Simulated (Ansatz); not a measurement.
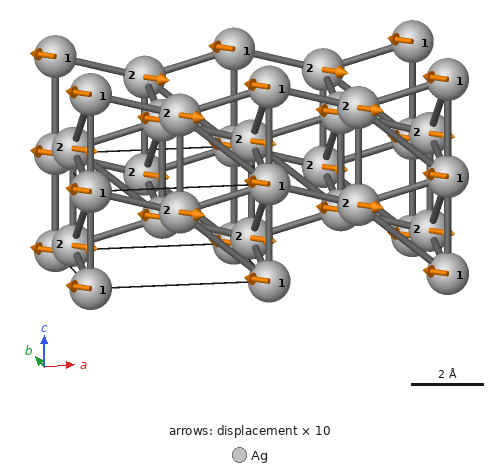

A relaxation of solid Ag (a generated structure, set up in I4_1/amd). The starting structure is drawn; orange arrows show the displacements (the part carried along by the change of the cell is left out), magnified 10 times.

The picture is a ball-and-stick view of the conventional cell (2 times the calculation's cell), repeated 2 × 1 × 2 with one cell outlined, seen slightly off an axis. Lengths and directions refer to the drawn axes.

Phase: beta-Sn type.

Computed with DFT, BLYP, plane waves (420 eV) with PAW, scalar-relativistic (Ansatz 0.2.0). (plane-wave cutoff 420 eV; k-point mesh 13 × 13 × 9; occupations fermi dirac; smearing width 0.1 eV; no spin polarisation; cell and atoms relaxed; force threshold 0.01 eV/Å; at most 60 steps)

### Describe the change and its energy.

After 20 accepted moves (26 points after the start) the energy has fallen by 247 meV per atom. The pressure goes from 16.44 to 0.02 GPa. The line search rejected the trial steps at points 9, 10, 24 of the run. The SCF was repeated 3 times at an unchanged geometry on a basis and grid sized afresh for the cell, which shifted the energy by 22.4 meV per atom at most. The largest moves relative to the cell, 0.085 Å, are those of Ag1 and Ag2. Ag2 goes along [1 −1 0]. The drawn cell changes as follows: a = b 5.081 → 5.733 Å (+12.8 %), c 2.774 → 2.914 Å (+5.0 %), α 90.0° → 75.6°, β 90.0° → 75.6°, γ 90.0° → 110.1°; the volume changes by +13.1 %. Some distances before and after: Ag1–Ag1 3.852 → 2.959 Å, Ag1–Ag2 2.634 → 3.002 Å, Ag1–Ag2 (another image) 2.634 → 2.923 Å, Ag1–Ag2 (another image) 3.284 → 3.019 Å. The space group (tolerance 0.01 Å) goes from I4_1/amd (No. 141) to C2/c (No. 15).
